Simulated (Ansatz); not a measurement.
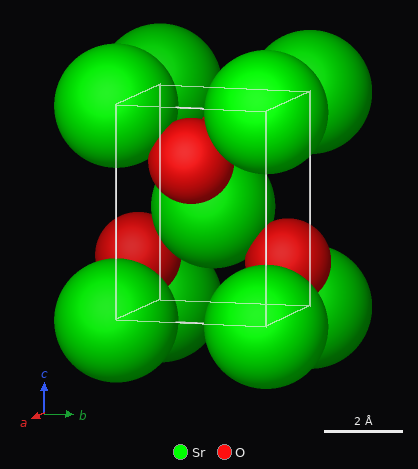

We look at a space-filling model of the crystal slightly off an axis. The frame is the conventional unit cell; atoms at its boundary are shown with their periodic copies.

SrO, space group Imm2 (No. 44), a = 3.861 Å, b = 4.037 Å, c = 5.585 Å, α = 90.00°, β = 90.00°, γ = 90.00°. Starting structure: a structure type filled with these elements by a generator (whether the compound takes this form wasn't checked). The cell was then strained or its atoms displaced on purpose. A calculation with Ansatz used it as input.

This one geometry was computed with Ansatz (DFT, plane waves, PAW) at three levels of theory: r2SCAN, PBE and HSE06. It was relaxed with r2SCAN and then strained.

> How does the band gap change with the level of theory?

PBE: a gap of 2.51 eV, indirect; r2SCAN: a gap of 2.88 eV, indirect; HSE06: a gap of 3.84 eV, indirect.

> Collect the results in a table.

| level | cutoff (eV) | k-mesh of the run's cell | gap (eV) | pressure (GPa) |
| --- | --- | --- | --- | --- |
| r2SCAN | 500 | 8×8×8 | 2.88 | -0.1 |
| PBE | 420 | 8×8×8 | 2.51 | 0.9 |
| HSE06 | 420 | 6×6×6 | 3.84 | -0.4 |

Gaps are taken on the k-mesh or band path of each run.
